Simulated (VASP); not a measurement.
# TiN: optical-spectrum calculation (part 3 of 3)

Continued. System: TiN (2 atoms in the cell). Method: Kohn-Sham DFT of a periodic cell, PBE, VASP PAW PBE potentials, recommended, no spin polarisation (VASP 6.6.1); cutoff 520 eV, 18×18×18 k-mesh, Gaussian smearing of 0.02 eV. The structure derives from an entry of the Crystallography Open Database.

Geometry of the input (Å; fractional positions):
```
0.0000  2.1246  2.1246
2.1246  -0.0000  2.1246
2.1246  2.1246  0.0000
Ti 0.0000  0.0000  0.0000
N  0.5000  0.5000  0.5000
```

**Parts of OUTCAR, continued**
```
  frequency dependent IMAGINARY DIELECTRIC FUNCTION (independent particle, no local field effects) current-current
     E(ev)      X         Y         Z        XY        YZ        ZX
  --------------------------------------------------------------------------------------------------------------
     0.00000   115.83272   115.83272   115.83272     0.00000     0.00000     0.00000
     1.81080     3.07689     3.07689     3.07689    -0.00000    -0.00000     0.00000
     3.62160     6.32220     6.32220     6.32220    -0.00000    -0.00000     0.00000
     5.43239    10.01403    10.01403    10.01403     0.00000     0.00000    -0.00000
     7.24319     6.84467     6.84467     6.84467     0.00000    -0.00000     0.00000
     9.05399     4.90481     4.90481     4.90481     0.00000    -0.00000     0.00000
    10.86479     1.35179     1.35179     1.35179    -0.00000    -0.00000     0.00000
    12.67558     1.75432     1.75432     1.75432    -0.00000     0.00000     0.00000
    14.48638     1.96159     1.96159     1.96159     0.00000     0.00000     0.00000
    16.29718     1.21477     1.21477     1.21477    -0.00000    -0.00000     0.00000
    18.10798     1.63347     1.63347     1.63347     0.00000    -0.00000     0.00000
    19.91877     1.31461     1.31461     1.31461    -0.00000    -0.00000     0.00000
    21.72957     1.00447     1.00447     1.00447    -0.00000    -0.00000    -0.00000
    23.54037     0.44815     0.44815     0.44815    -0.00000    -0.00000     0.00000
    25.35117     0.38967     0.38967     0.38967    -0.00000     0.00000    -0.00000
    27.16196     0.37275     0.37275     0.37275     0.00000     0.00000     0.00000
    28.97276     0.32216     0.32216     0.32216    -0.00000    -0.00000     0.00000
    30.78356     0.18544     0.18544     0.18544     0.00000     0.00000    -0.00000
    32.59436     0.34951     0.34951     0.34951    -0.00000     0.00000    -0.00000
    34.40515     1.52971     1.52971     1.52971     0.00000    -0.00000    -0.00000
    36.21595     3.27961     3.27961     3.27961    -0.00000    -0.00000    -0.00000
    38.02675     1.34962     1.34962     1.34962    -0.00000    -0.00000    -0.00000
    39.83755     0.27426     0.27426     0.27426    -0.00000    -0.00000    -0.00000
    41.64834     0.13698     0.13698     0.13698    -0.00000    -0.00000     0.00000
    43.45914     0.17075     0.17075     0.17075    -0.00000    -0.00000    -0.00000
    45.26994     0.20227     0.20227     0.20227     0.00000     0.00000     0.00000
    47.08074     0.40243     0.40243     0.40243     0.00000     0.00000     0.00000
    48.89153     0.11552     0.11552     0.11552    -0.00000     0.00000     0.00000
    50.70233     0.07121     0.07121     0.07121    -0.00000    -0.00000     0.00000
    52.51313     0.05531     0.05531     0.05531     0.00000     0.00000    -0.00000
    54.32393     0.07115     0.07115     0.07115    -0.00000    -0.00000     0.00000
    56.13472     0.10492     0.10492     0.10492    -0.00000     0.00000    -0.00000
    57.94552     0.07845     0.07845     0.07845    -0.00000    -0.00000    -0.00000
    59.75632     0.05094     0.05094     0.05094     0.00000    -0.00000    -0.00000
    61.56712     0.04135     0.04135     0.04135    -0.00000    -0.00000     0.00000
    63.37791     0.05903     0.05903     0.05903    -0.00000    -0.00000    -0.00000
    65.18871     0.05674     0.05674     0.05674    -0.00000    -0.00000     0.00000
    66.99951     0.05282     0.05282     0.05282    -0.00000    -0.00000    -0.00000
    68.81031     0.04246     0.04246     0.04246    -0.00000    -0.00000     0.00000
    70.62111     0.05323     0.05323     0.05323    -0.00000     0.00000     0.00000
    72.43190     0.04456     0.04456     0.04456     0.00000    -0.00000     0.00000
    74.24270     0.04298     0.04298     0.04298    -0.00000    -0.00000     0.00000
    76.05350     0.03944     0.03944     0.03944     0.00000     0.00000     0.00000
    77.86430     0.03976     0.03976     0.03976    -0.00000    -0.00000    -0.00000
    79.67509     0.04090     0.04090     0.04090    -0.00000    -0.00000    -0.00000
    81.48589     0.04246     0.04246     0.04246     0.00000     0.00000     0.00000
    83.29669     0.03225     0.03225     0.03225     0.00000     0.00000    -0.00000
    85.10749     0.03039     0.03039     0.03039    -0.00000    -0.00000    -0.00000
    86.91828     0.02643     0.02643     0.02643    -0.00000    -0.00000     0.00000
    88.72908     0.03020     0.03020     0.03020    -0.00000    -0.00000     0.00000
    90.53988     0.02022     0.02022     0.02022     0.00000    -0.00000    -0.00000
    92.35068     0.01984     0.01984     0.01984    -0.00000    -0.00000    -0.00000
    94.16147     0.01582     0.01582     0.01582     0.00000     0.00000    -0.00000
    95.97227     0.02242     0.02242     0.02242    -0.00000     0.00000    -0.00000
    97.78307     0.01530     0.01530     0.01530    -0.00000    -0.00000    -0.00000
    99.59387     0.01708     0.01708     0.01708     0.00000     0.00000     0.00000
   101.40466     0.00839     0.00839     0.00839    -0.00000    -0.00000    -0.00000
   103.21546     0.01585     0.01585     0.01585    -0.00000    -0.00000    -0.00000
   105.02626     0.00852     0.00852     0.00852    -0.00000    -0.00000     0.00000
   106.83706     0.00635     0.00635     0.00635    -0.00000    -0.00000     0.00000
   108.64785     0.00584     0.00584     0.00584     0.00000     0.00000     0.00000
   110.45865     0.00533     0.00533     0.00533     0.00000     0.00000    -0.00000
   112.26945     0.00640     0.00640     0.00640     0.00000     0.00000     0.00000
   114.08025     0.00515     0.00515     0.00515     0.00000    -0.00000     0.00000
   115.89104     0.00723     0.00723     0.00723    -0.00000    -0.00000    -0.00000
   117.70184     0.00628     0.00628     0.00628    -0.00000    -0.00000     0.00000
   119.51264     0.00652     0.00652     0.00652     0.00000    -0.00000     0.00000
   121.32344     0.00517     0.00517     0.00517     0.00000     0.00000    -0.00000
   123.13423     0.00792     0.00792     0.00792     0.00000     0.00000    -0.00000
   124.94503     0.00320     0.00320     0.00320    -0.00000    -0.00000     0.00000
   126.75583     0.00320     0.00320     0.00320     0.00000    -0.00000     0.00000
   128.56663     0.00166     0.00166     0.00166    -0.00000    -0.00000    -0.00000
   130.37743     0.00370     0.00370     0.00370    -0.00000     0.00000    -0.00000
   132.18822     0.00313     0.00313     0.00313     0.00000    -0.00000     0.00000
   133.99902     0.00204     0.00204     0.00204     0.00000     0.00000     0.00000
   135.80982     0.00145     0.00145     0.00145     0.00000     0.00000    -0.00000
   137.62062     0.00094     0.00094     0.00094     0.00000     0.00000     0.00000
   139.43141     0.00112     0.00112     0.00112     0.00000     0.00000    -0.00000
   141.24221     0.00124     0.00124     0.00124     0.00000     0.00000     0.00000
   143.05301     0.00069     0.00069     0.00069    -0.00000    -0.00000    -0.00000
   144.86381     0.00055     0.00055     0.00055    -0.00000    -0.00000     0.00000
   146.67460     0.00120     0.00120     0.00120     0.00000    -0.00000     0.00000
   148.48540     0.00017     0.00017     0.00017     0.00000    -0.00000     0.00000
   150.29620     0.00005     0.00005     0.00005     0.00000    -0.00000     0.00000
   152.10700     0.00001     0.00001     0.00001     0.00000    -0.00000    -0.00000
   153.91779     0.00001     0.00001     0.00001     0.00000    -0.00000    -0.00000
   155.72859     0.00001     0.00001     0.00001     0.00000    -0.00000    -0.00000
   157.53939     0.00001     0.00001     0.00001     0.00000    -0.00000    -0.00000
   159.35019     0.00001     0.00001     0.00001     0.00000    -0.00000    -0.00000
   161.16098     0.00001     0.00001     0.00001     0.00000    -0.00000    -0.00000
   162.97178     0.00001     0.00001     0.00001     0.00000    -0.00000    -0.00000
   164.78258     0.00000     0.00000     0.00000     0.00000    -0.00000    -0.00000
   166.59338     0.00000     0.00000     0.00000     0.00000    -0.00000    -0.00000
   168.40417     0.00000     0.00000     0.00000     0.00000    -0.00000    -0.00000
   170.21497     0.00000     0.00000     0.00000     0.00000    -0.00000    -0.00000
   172.02577     0.00000     0.00000     0.00000     0.00000    -0.00000    -0.00000
   173.83657     0.00000     0.00000     0.00000     0.00000    -0.00000    -0.00000
   175.64736     0.00000     0.00000     0.00000     0.00000    -0.00000    -0.00000
   177.45816     0.00000     0.00000     0.00000     0.00000    -0.00000    -0.00000
   179.26896     0.00000     0.00000     0.00000     0.00000    -0.00000    -0.00000

  frequency dependent      REAL DIELECTRIC FUNCTION (independent particle, no local field effects) current-current
     E(ev)        X           Y           Z          XY          YZ          ZX
  --------------------------------------------------------------------------------------------------------------
     0.00000    30.84998    30.84998    30.84998     0.00000     0.00000     0.00000
     1.81080     7.04683     7.04683     7.04683    -0.00000    -0.00000    -0.00000
     3.62160     7.37379     7.37379     7.37379    -0.00000    -0.00000    -0.00000
     5.43239     5.64873     5.64873     5.64873     0.00000     0.00000    -0.00000
     7.24319     0.72762     0.72762     0.72762    -0.00000    -0.00000     0.00000
     9.05399    -2.14272    -2.14272    -2.14272    -0.00000     0.00000    -0.00000
    10.86479    -1.51213    -1.51213    -1.51213    -0.00000     0.00000     0.00000
    12.67558     0.65336     0.65336     0.65336     0.00000     0.00000    -0.00000
    14.48638     0.05751     0.05751     0.05751    -0.00000    -0.00000     0.00000
    16.29718     1.32031     1.32031     1.32031    -0.00000    -0.00000     0.00000
    18.10798     0.09038     0.09038     0.09038     0.00000    -0.00000    -0.00000
    19.91877    -0.17860    -0.17860    -0.17860     0.00000     0.00000     0.00000
    21.72957    -0.10148    -0.10148    -0.10148     0.00000     0.00000    -0.00000
    23.54037     0.17373     0.17373     0.17373     0.00000     0.00000    -0.00000
    25.35117     0.51756     0.51756     0.51756    -0.00000    -0.00000    -0.00000
    27.16196     0.68724     0.68724     0.68724    -0.00000     0.00000     0.00000
    28.97276     0.73300     0.73300     0.73300    -0.00000    -0.00000    -0.00000
    30.78356     1.02798     1.02798     1.02798    -0.00000     0.00000    -0.00000
    32.59436     1.59190     1.59190     1.59190    -0.00000    -0.00000    -0.00000
    34.40515     2.25257     2.25257     2.25257    -0.00000    -0.00000     0.00000
    36.21595     0.61105     0.61105     0.61105     0.00000     0.00000    -0.00000
    38.02675    -0.41013    -0.41013    -0.41013     0.00000    -0.00000     0.00000
    39.83755    -0.37214    -0.37214    -0.37214     0.00000    -0.00000     0.00000
    41.64834     0.17889     0.17889     0.17889     0.00000     0.00000     0.00000
    43.45914     0.40118     0.40118     0.40118     0.00000     0.00000     0.00000
    45.26994     0.48946     0.48946     0.48946     0.00000     0.00000    -0.00000
    47.08074     0.52342     0.52342     0.52342    -0.00000     0.00000    -0.00000
    48.89153     0.41180     0.41180     0.41180     0.00000    -0.00000     0.00000
    50.70233     0.52798     0.52798     0.52798     0.00000     0.00000    -0.00000
    52.51313     0.60857     0.60857     0.60857     0.00000     0.00000    -0.00000
    54.32393     0.67416     0.67416     0.67416    -0.00000    -0.00000     0.00000
    56.13472     0.68663     0.68663     0.68663     0.00000    -0.00000     0.00000
    57.94552     0.66163     0.66163     0.66163     0.00000    -0.00000    -0.00000
    59.75632     0.70504     0.70504     0.70504     0.00000     0.00000     0.00000
    61.56712     0.75431     0.75431     0.75431     0.00000     0.00000    -0.00000
    63.37791     0.77100     0.77100     0.77100     0.00000     0.00000    -0.00000
    65.18871     0.77124     0.77124     0.77124    -0.00000    -0.00000     0.00000
    66.99951     0.78420     0.78420     0.78420     0.00000     0.00000    -0.00000
    68.81031     0.79832     0.79832     0.79832     0.00000     0.00000    -0.00000
    70.62111     0.80079     0.80079     0.80079     0.00000    -0.00000     0.00000
    72.43190     0.81580     0.81580     0.81580    -0.00000     0.00000    -0.00000
    74.24270     0.83323     0.83323     0.83323     0.00000     0.00000    -0.00000
    76.05350     0.82979     0.82979     0.82979     0.00000     0.00000    -0.00000
    77.86430     0.84075     0.84075     0.84075     0.00000    -0.00000    -0.00000
    79.67509     0.84559     0.84559     0.84559     0.00000     0.00000    -0.00000
    81.48589     0.84388     0.84388     0.84388     0.00000    -0.00000     0.00000
    83.29669     0.85679     0.85679     0.85679     0.00000     0.00000    -0.00000
    85.10749     0.86181     0.86181     0.86181     0.00000    -0.00000     0.00000
    86.91828     0.86407     0.86407     0.86407     0.00000     0.00000    -0.00000
    88.72908     0.86743     0.86743     0.86743     0.00000     0.00000    -0.00000
    90.53988     0.87255     0.87255     0.87255     0.00000     0.00000    -0.00000
    92.35068     0.87630     0.87630     0.87630     0.00000     0.00000    -0.00000
    94.16147     0.88309     0.88309     0.88309     0.00000     0.00000    -0.00000
    95.97227     0.88891     0.88891     0.88891     0.00000     0.00000     0.00000
    97.78307     0.88944     0.88944     0.88944     0.00000     0.00000     0.00000
    99.59387     0.89032     0.89032     0.89032     0.00000     0.00000    -0.00000
   101.40466     0.89997     0.89997     0.89997     0.00000    -0.00000     0.00000
   103.21546     0.89980     0.89980     0.89980     0.00000     0.00000    -0.00000
   105.02626     0.90311     0.90311     0.90311     0.00000     0.00000    -0.00000
   106.83706     0.90733     0.90733     0.90733     0.00000    -0.00000    -0.00000
   108.64785     0.91423     0.91423     0.91423     0.00000     0.00000    -0.00000
   110.45865     0.91775     0.91775     0.91775     0.00000     0.00000    -0.00000
   112.26945     0.92051     0.92051     0.92051     0.00000     0.00000    -0.00000
   114.08025     0.92353     0.92353     0.92353     0.00000    -0.00000     0.00000
   115.89104     0.92615     0.92615     0.92615     0.00000     0.00000    -0.00000
   117.70184     0.92700     0.92700     0.92700     0.00000     0.00000    -0.00000
   119.51264     0.93011     0.93011     0.93011     0.00000     0.00000    -0.00000
   121.32344     0.93081     0.93081     0.93081     0.00000     0.00000     0.00000
   123.13423     0.93188     0.93188     0.93188     0.00000    -0.00000    -0.00000
   124.94503     0.93258     0.93258     0.93258     0.00000    -0.00000    -0.00000
   126.75583     0.93602     0.93602     0.93602     0.00000     0.00000    -0.00000
   128.56663     0.93849     0.93849     0.93849     0.00000     0.00000    -0.00000
   130.37743     0.94021     0.94021     0.94021     0.00000     0.00000    -0.00000
   132.18822     0.94170     0.94170     0.94170     0.00000    -0.00000     0.00000
   133.99902     0.94314     0.94314     0.94314     0.00000     0.00000    -0.00000
   135.80982     0.94485     0.94485     0.94485     0.00000     0.00000    -0.00000
   137.62062     0.94664     0.94664     0.94664     0.00000    -0.00000    -0.00000
   139.43141     0.94843     0.94843     0.94843     0.00000     0.00000    -0.00000
   141.24221     0.94985     0.94985     0.94985     0.00000     0.00000    -0.00000
   143.05301     0.95138     0.95138     0.95138     0.00000     0.00000    -0.00000
   144.86381     0.95290     0.95290     0.95290     0.00000     0.00000    -0.00000
   146.67460     0.95339     0.95339     0.95339     0.00000     0.00000    -0.00000
   148.48540     0.95466     0.95466     0.95466     0.00000     0.00000    -0.00000
   150.29620     0.95640     0.95640     0.95640     0.00000     0.00000    -0.00000
   152.10700     0.95770     0.95770     0.95770     0.00000     0.00000    -0.00000
   153.91779     0.95890     0.95890     0.95890     0.00000     0.00000    -0.00000
   155.72859     0.96002     0.96002     0.96002     0.00000     0.00000    -0.00000
   157.53939     0.96107     0.96107     0.96107     0.00000     0.00000    -0.00000
   159.35019     0.96207     0.96207     0.96207     0.00000     0.00000    -0.00000
   161.16098     0.96302     0.96302     0.96302     0.00000     0.00000    -0.00000
   162.97178     0.96393     0.96393     0.96393     0.00000     0.00000    -0.00000
   164.78258     0.96481     0.96481     0.96481     0.00000     0.00000    -0.00000
   166.59338     0.96565     0.96565     0.96565     0.00000     0.00000    -0.00000
   168.40417     0.96645     0.96645     0.96645     0.00000     0.00000    -0.00000
   170.21497     0.96723     0.96723     0.96723     0.00000     0.00000    -0.00000
   172.02577     0.96797     0.96797     0.96797     0.00000     0.00000    -0.00000
   173.83657     0.96869     0.96869     0.96869     0.00000     0.00000    -0.00000
   175.64736     0.96939     0.96939     0.96939     0.00000     0.00000    -0.00000
   177.45816     0.97005     0.97005     0.97005     0.00000     0.00000    -0.00000
   179.26896     0.97070     0.97070     0.97070     0.00000     0.00000    -0.00000
```

**CONTCAR**
```
TiN
   1.00000000000000
     0.0000000000000000    2.1246364449000001    2.1246364449000001
     2.1246364449000001    0.0000000000000000    2.1246364449000001
     2.1246364449000001    2.1246364449000001    0.0000000000000000
  Ti              N
     1     1
Direct
     0.0000000000000000    0.0000000000000000    0.0000000000000000
     0.5000000000000000    0.5000000000000000    0.5000000000000000

  0.00000000E+00  0.00000000E+00  0.00000000E+00
  0.00000000E+00  0.00000000E+00  0.00000000E+00
```

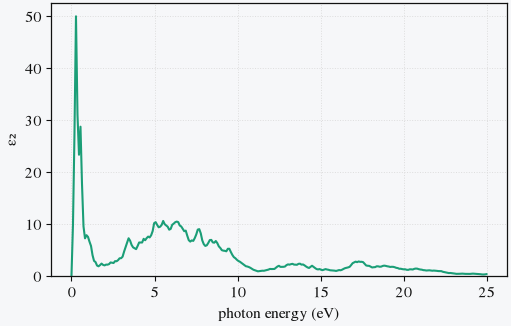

Imaginary part of the dielectric function (first component that the program prints). The highest peak, 50.0, lies at 0.27 eV.

**Results in brief**

| quantity | value |
| --- | --- |
| outcome | converged |
| space group (tolerance 0.01 Å) | Fm-3m (225) |
| electrons treated | 17 |
| free energy | −19.6365 eV |
| gap on the k-point mesh | none (metallic) |
| pressure | −0.02 GPa |
| largest force (length of the vector) | under 0.001 eV/Å |
| hardware | 1 thread of Intel Xeon (Sapphire Rapids), 360 GiB of memory available, shared host |
| wall time | 2.1 min |
| peak memory | 0.36 GiB |

**Remarks**

The cell holds an odd number of electrons but the run has no spin polarisation, so a band is left half filled.
